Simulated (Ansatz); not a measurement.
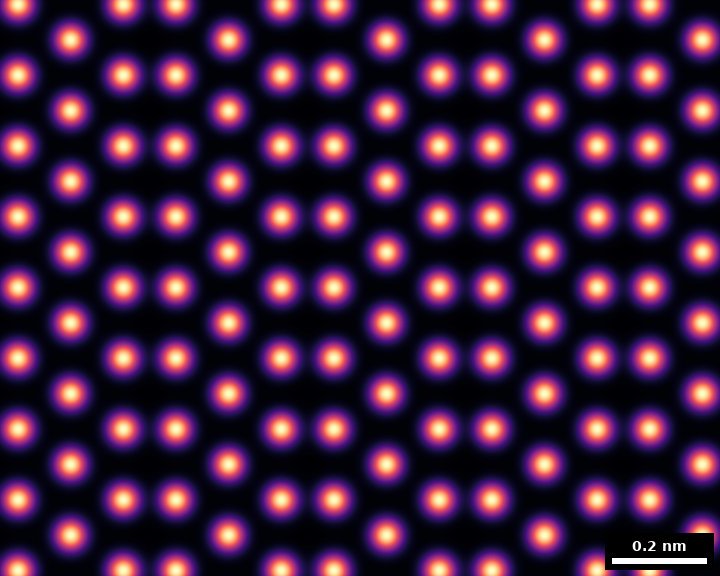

Dark-field STEM-like image of Co. The image is simulated as a sum over atoms of Z^1.7, blurred by a 0.54 Å probe (no channelling). The probe carries 25 % of its weight in a tail 2.5 times as wide.

Give the net of the columns and its spacings.

Answer. The pattern repeats on a rectangular net of 1.5 × 3.4 Å.

Which plane group does this projection have?

Answer. p2mm: mirror lines in two perpendicular directions, with twofold points where they cross.

How many columns does the smallest repeating cell hold, and how many levels of brightness?

Answer. 3 columns in the primitive cell of 5.1 Å², all of one brightness.

The crystal is Co (P6/mmm, No. 191) seen along [102]. Atomic positions: coordinates from a relaxation with DFT, m-r2SCAN, plane waves (500 eV) with PAW, scalar-relativistic in Ansatz; the starting structure was generated, so it need not be a known form of this composition.
